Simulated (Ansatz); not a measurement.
S31Mg32: several calculations on one system

### Relaxation

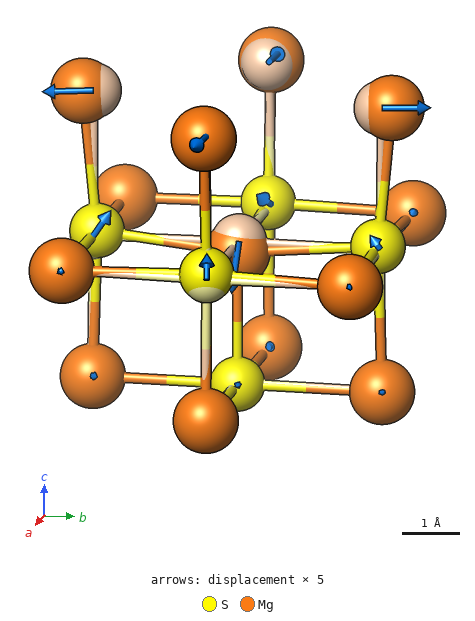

This is a relaxation of a defect cell of composition S₃₁Mg₃₂ (cell charge +2). The starting structure is drawn faded, the final one solid; blue arrows show the displacements, 5 times their true length.

Style: ball-and-stick. Shown: the atoms within 4.2 Å of the atom that moves most (axes of the cell of the calculation (origin shifted)), slightly off an axis.

Theory: DFT, PBEsol, PAW, plane waves in Ansatz 0.2.0. Settings: plane-wave cutoff 420 eV; k-point mesh 1 × 1 × 1; mesh shifted by (0.25, 0.25, 0.25); no spin polarisation; atoms relaxed in a fixed cell; force threshold 0.03 eV/Å; at most 80 steps.

Q: Which element moves most?

A: Magnesium: up to 0.19 Å, against 0.12 Å for sulfur.

Q: What happened in the run?

A: The atom that moves furthest is a Mg atom (0.19 Å roughly along −c). By element the largest moves are Mg 0.19 Å, S 0.12 Å. The cell stays as it was. Near-neighbour distances that change, for instance: Mg–S 2.568 → 2.402 Å, Mg–S 2.553 → 2.654 Å, Mg–S 2.639 → 2.543 Å, Mg–S 2.572 → 2.649 Å. Bond angles that change, for instance: S–Mg–S 179.6° → 168.8°, S–Mg–S 179.0° → 168.8°, S–Mg–S 88.4° → 95.6°. The energy falls by 1.344 eV per cell of the calculation in 3 geometry steps. The largest force component goes from 1.3 to 0.0036 eV/Å. The run took 3.2 s on 1 × NVIDIA GB200 with 8 threads of Arm Neoverse-V2, peak memory 1.8 GiB.

Limits of the set-up: the cell is charged, on a uniform background, and energies carry no finite-size correction.

### Relaxation

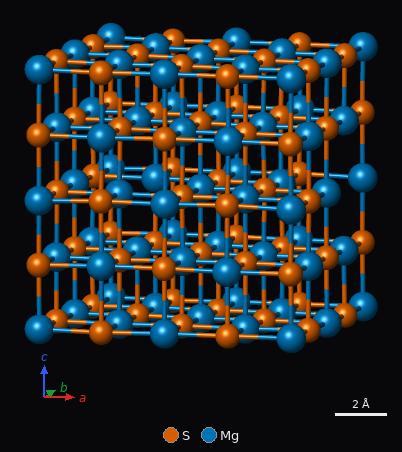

This is the input geometry for a relaxation of a defect cell of composition S$_{31}$Mg$_{32}$. Style: ball-and-stick. Shown: the cell of the calculation, slightly off an axis.

Method: Ansatz, DFT, PBEsol, PAW, plane waves.

Settings: plane-wave cutoff 420 eV; k-point mesh 1 × 1 × 1; mesh shifted by (0.25, 0.25, 0.25); no spin polarisation; atoms relaxed in a fixed cell; force threshold 0.03 eV/Å; at most 80 steps.

```xyz
63
Lattice="10.3640 0.0000 0.0000 0.0000 10.3640 0.0000 0.0000 0.0000 10.3640" Properties=species:S:1:pos:R:3 pbc="T T T"
S     2.5727    0.0034   10.3415
S     2.5632   10.3584    5.2178
S     2.5935    5.1791    0.0237
S     7.7743    0.0188    0.0130
S     7.7571    0.0156    5.2268
S     7.8132    5.1697    0.0028
S     7.8142    5.2122    5.2044
S    10.3550    2.5979    0.0242
S     0.0212    2.5762    5.1823
S     0.0147    7.7820   10.3483
S     0.0487    7.7724    5.1863
S     5.1418    2.5990    0.0100
S     5.1563    2.5919    5.1726
S     5.1832    7.7709   10.3502
S     5.1958    7.7839    5.1534
S    10.3639    0.0132    2.5779
S    10.3628   10.3633    7.7669
S    10.3554    5.2284    2.5987
S    10.3602    5.1985    7.7657
S     5.1618    0.0174    2.6144
S     5.1993   10.3341    7.7958
S     5.1876    5.1999    2.5659
S     5.1687    5.1827    7.7838
S     2.5924    2.5917    2.5528
S     2.6144    2.6129    7.7854
S     2.5795    7.7553    2.5942
S     2.5787    7.7900    7.7562
S     7.7720    2.6146    2.6034
S     7.7712    2.5845    7.7692
S     7.8266    7.7681    2.5635
S     7.7470    7.7813    7.7930
Mg    0.0280    0.0051    0.0169
Mg    0.0181    0.0083    5.1527
Mg    0.0221    5.1759    0.0011
Mg   10.3567    5.1837    5.1886
Mg    5.1875   10.3538    0.0187
Mg    5.2116   10.3542    5.1895
Mg    5.1940    5.1769   10.3575
Mg    5.1826    5.1922    5.1757
Mg    2.5822    2.5547    0.0000
Mg    2.5672    2.5909    5.1913
Mg    2.5988    7.7929    0.0199
Mg    2.6100    7.7896    5.1754
Mg    7.7683    2.5780   10.3541
Mg    7.7531    2.6110    5.1828
Mg    7.7987    7.7736   10.3608
Mg    7.7641    7.7304    5.1560
Mg    2.5851   10.3386    2.6347
Mg    2.5912    0.0369    7.7453
Mg    2.5714    5.2107    2.5916
Mg    2.5985    5.1776    7.8021
Mg    7.7477    0.0154    2.5713
Mg    7.8039    0.0281    7.7886
Mg    7.7711    5.2056    2.5823
Mg    7.7512    5.1724    7.7494
Mg   10.3622    2.5892    2.5843
Mg    0.0107    2.5930    7.7643
Mg   10.3396    7.7742    2.5635
Mg   10.3541    7.7570    7.7569
Mg    5.1844    2.6124    2.5986
Mg    5.1899    2.5953    7.7646
Mg    5.1778    7.8002    2.5909
Mg    5.1594    7.8105    7.7629
```

Question: Predict the outcome.

Answer: Over 2 accepted moves (3 points after the start) the energy falls by 0.274 eV per cell of the calculation. Largest force component: 0.46 eV/Å at the start, 0.024 eV/Å at the end. 1 step only repeated the SCF at the same geometry. The atom that moves furthest is Mg39 (0.100 Å along −a). Largest moves by element: Mg 0.100 Å, S 0.059 Å. The lattice vectors keep their values. Near-neighbour distances that change, for instance: S7–Mg35 2.543 → 2.651 Å, S3–Mg50 2.568 → 2.669 Å, S2–Mg43 2.570 → 2.661 Å, S30–Mg58 2.513 → 2.590 Å. Among the angles between lasting bonds that change: Mg39–S13–Mg41 90.6° → 86.3°, S22–Mg39–S23 179.8° → 176.1°, Mg35–S11–Mg43 91.6° → 88.0°.

After the run, drawn alike:

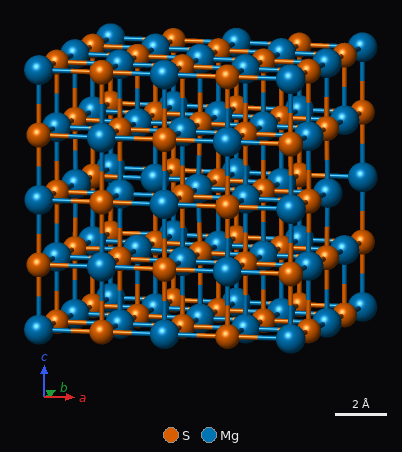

### Defect

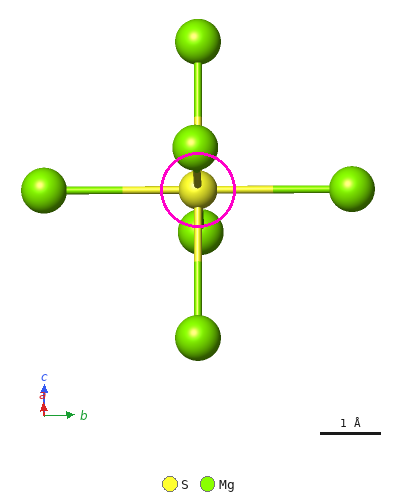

Perfect MgS. Style: ball-and-stick. Shown: the atoms within 3.3 Å of one point, from a free direction.

These are results of Ansatz, DFT, PBEsol, PAW, plane waves, not measurements. (plane-wave cutoff 420 eV; k-point mesh 1 × 1 × 1; mesh shifted by (0.25, 0.25, 0.25); collinear spin) Fermi-Dirac smearing of 0.01 eV. A uniform background neutralises the charged cell. The axes drawn are those of the host's conventional cell.

A sulfur atom is taken out (a vacancy) at the ringed place, in charge state +1. The supercell has 64 sites, and the atoms are relaxed at the host's cell.

### How do the neighbours respond?

Around the empty S site the host had 6 Mg at 2.59 Å; after relaxation the nearest atoms are 6 Mg at 2.66 to 2.68 Å. Of the host's atoms, a magnesium atom moves furthest from its site, by 0.08 Å. The cell's net moment is 1.00 μB.

The relaxed defect, seen from the same direction:

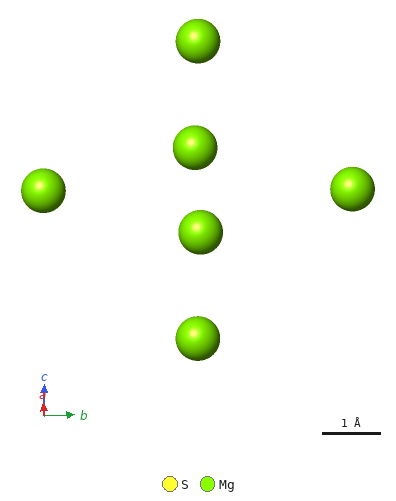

Limits of the set-up: the cell is charged, on a uniform background, and energies carry no finite-size correction.

### Defect

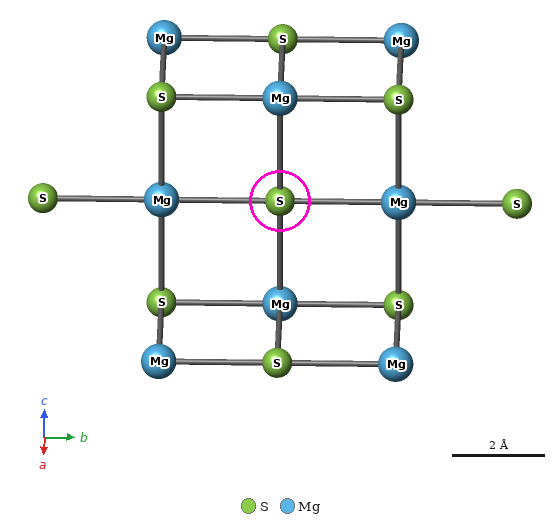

Perfect MgS. The picture is a ball-and-stick view of the atoms within 5.4 Å of one point, in a slice 3.4 Å thick across the line of sight, seen from a free direction.

Theory: Ansatz 0.2.0, DFT, PBEsol, PAW, plane waves. Settings: plane-wave cutoff 420 eV; k-point mesh 1 × 1 × 1; mesh shifted by (0.25, 0.25, 0.25); collinear spin. Fermi-Dirac smearing of 0.01 eV. A uniform background neutralises the charged cell. The axes drawn are those of the host's conventional cell.

A sulfur atom is taken out (a vacancy) at the ringed place, in charge state −1. The supercell has 64 sites, and the atoms are relaxed at the host's cell.

Question: How do the neighbours respond?

Answer: Around the empty S site the host had 6 Mg at 2.59 Å; after relaxation the nearest atoms are 6 Mg at 2.48 to 2.53 Å. Of the host's atoms, a magnesium atom moves furthest from its site, by 0.11 Å. The cell's net moment is 0.96 μB.

The relaxed defect, seen from the same direction:

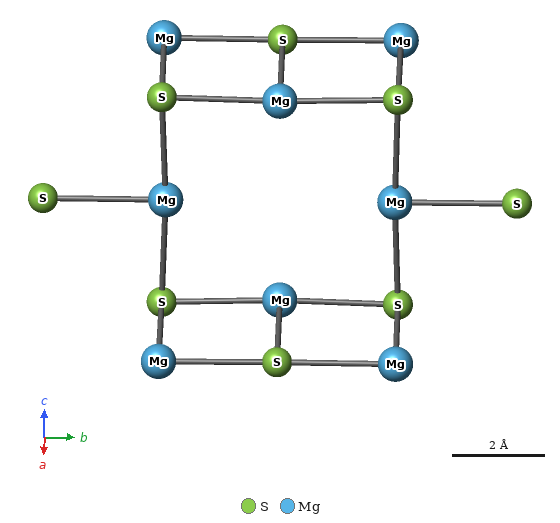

Limits of the set-up: the cell is charged, on a uniform background, and energies carry no finite-size correction.
